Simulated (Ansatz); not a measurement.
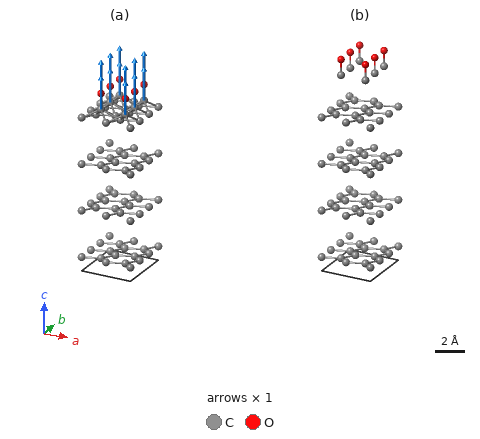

The structure of a slab of composition C$_{9}$O (cut from the P6_3/mmc phase) before (left) and after (right) a constrained relaxation, at one scale. The blue arrows give the displacements, at their true length.

Style: ball-and-stick. Shown: the 2 × 3 repeat of the cell, outlined in the plane, without the vacuum, slightly off an axis.

Case: CO put at a hollow C-C site. The slab is the (0 0 1) face of C with CO on it. 4 atoms are held fixed.

Theory: DFT PBE+D3(BJ), scalar-relativistic, plane waves, PAW in Ansatz 0.2.0.

Input file:
```yaml
crystal:
  lattice:
    - [2.4649796696, 0.0, 0.0]
    - [-1.2324898348, 2.1347350137, 0.0]
    - [0.0, 0.0, 30.2576501055]
  atoms:
    - { symbol: C, position: [0.0, 0.0, 0.2809206996] }
    - { symbol: C, position: [0.6666666667, 0.3333333333, 0.2809206918] }
    - { symbol: C, position: [0.0, 0.0, 0.3922716013] }
    - { symbol: C, position: [0.3333333333, 0.6666666667, 0.3922715935] }
    - { symbol: C, position: [0.0, 0.0, 0.503622503] }
    - { symbol: C, position: [0.6666666667, 0.3333333333, 0.5036224952] }
    - { symbol: C, position: [0.0, 0.0, 0.6149734048] }
    - { symbol: C, position: [0.3333333333, 0.6666666667, 0.614973397] }
    - { symbol: C, position: [0.6666666667, 0.3333333333, 0.6374470601] }
    - { symbol: O, position: [0.6666666667, 0.3333333333, 0.6754539773] }
basis:
  ecutwfc: 420
kpoints:
  mp_grid: { grid: [12, 12, 1] }
hamiltonian:
  xc: pbe
  dispersion: d3bj
scf:
  occupations: { method: gaussian, width: 0.1 }
output:
  forces: true
  eigenvalues: true
  write_density: true
  write_potential: true
  elf: true
  volumetric_format: npy
relax:
  adjacent_minimum: "off"
  f_tol: 0.03
  max_steps: 70
  constraints: [{ sites: [0, 1, 2, 3] }]
efield:
  axis: 3
  dipole_correction: true
  ramp_width: 0.04
```

Launched with:
```bash
ansatz run input.yaml --threads 2 --pin off --max-ram 5120MiB --backend cpu --events-out ev --progress --plain --runs-dir out
```

> Summarise the run.

The largest moves, 2.48 Å, are those of C9 and O10. C9 goes along the normal (+c). Largest moves by element: C 2.48 Å, O 2.46 Å. The cell doesn't change. Among the contacts that change: C7–C9 1.577 → 3.454 Å, C9–O10 1.150 → 1.134 Å. Bonds break, among them: C7–C9 (1.58 → 3.45 Å), C8–C9 (1.58 → 3.45 Å). The energy falls by 11.795 eV per cell of the calculation in 16 accepted moves (17 points after the start). The largest force component goes from 8.7 to 0.0042 eV/Å. The line search rejected the trial step at point 15 of the run. The forces were under the threshold at step 14, but the run went on from there. The run may lie on a higher electronic state than the lowest, so the end point isn't shown to be the ground-state structure.

Limits of the set-up: the periodic images lie only 2.5 Å apart, so the values are limited by the cell's size.
